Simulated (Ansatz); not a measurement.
A structure file:

```yaml
crystal:
  lattice:
    - [3.49418, 0.00000, 0.00000]
    - [-1.74709, 3.02605, 0.00000]
    - [0.00000, 0.00000, 14.84597]
  atoms:
    - { symbol: Te, position: [0.33333, 0.66667, 0.62823] }
    - { symbol: Te, position: [0.66667, 0.33333, 0.12823] }
    - { symbol: Te, position: [0.66667, 0.33333, 0.37177] }
    - { symbol: Te, position: [0.33333, 0.66667, 0.87177] }
    - { symbol: Mo, position: [0.33333, 0.66667, 0.25000] }
    - { symbol: Mo, position: [0.66667, 0.33333, 0.75000] }
```

Say what kind of structure these coordinates give.

Answer. The formula is Te2Mo. The symmetry is that of P6_3/mmc (No. 194), on a primitive hexagonal lattice. The prototype is 2H molybdenite (MoS₂) type. Counting shared atoms by their share gives 4 Te, 2 Mo, or 6 atoms. Te is surrounded by three Mo in a trigonal pyramidal arrangement at 2.71 Å. Mo is linked to six Te in a trigonal prismatic arrangement at 2.71 Å. The bonds build Te2Mo layers parallel to (001).

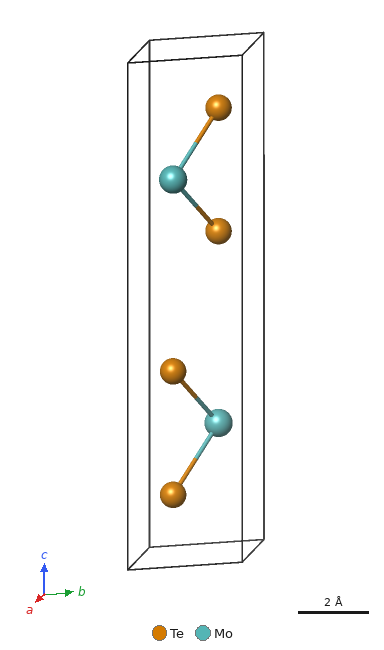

The crystal in a ball-and-stick representation, seen slightly off an axis. The conventional unit cell is outlined; an atom on or near a face, edge or corner is repeated at each equivalent position.

The starting point was a structure listed in the Materials Project. Earlier steps of the study may have refined or changed the cell and positions. It went into a calculation with Ansatz.
